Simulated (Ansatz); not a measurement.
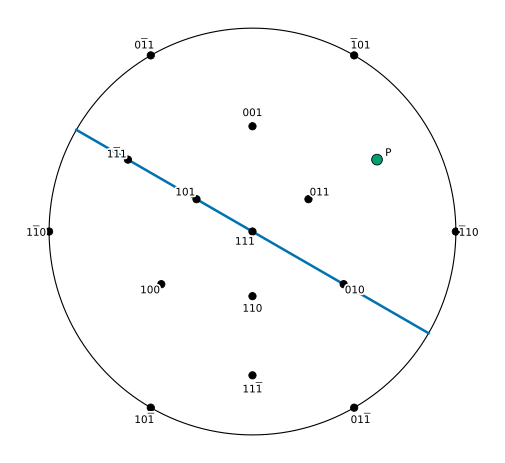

Crystal: WSe₂, coordinates from a relaxation with Ansatz 0.2.0, DFT, PBE, PAW with Ansatz's default frozen-core files, scalar-relativistic; the starting structure was generated, so it need not be a known form of this composition. Stereographic projection of plane normals (upper hemisphere) centred on (1 1 1). Symmetry computed with spglib at a tolerance of 0.002 Å; standard conventional cell.

a = 6.203 Å, b = 6.203 Å, c = 6.203 Å, α = 90.00°, β = 90.00°, γ = 90.00°.

**Index the pole marked P.**

P is (−1 1 1), 70.5° from the centre.

**Which zone does the coloured great circle trace?**

The zone [1 0 −1]: its poles satisfy h − l = 0.

**What is the angle between the normals of (1 0 0) and (−1 1 1), and what are their d_hkl = 1/|g|?**

125.3°; d = 6.203 Å and 3.581 Å.
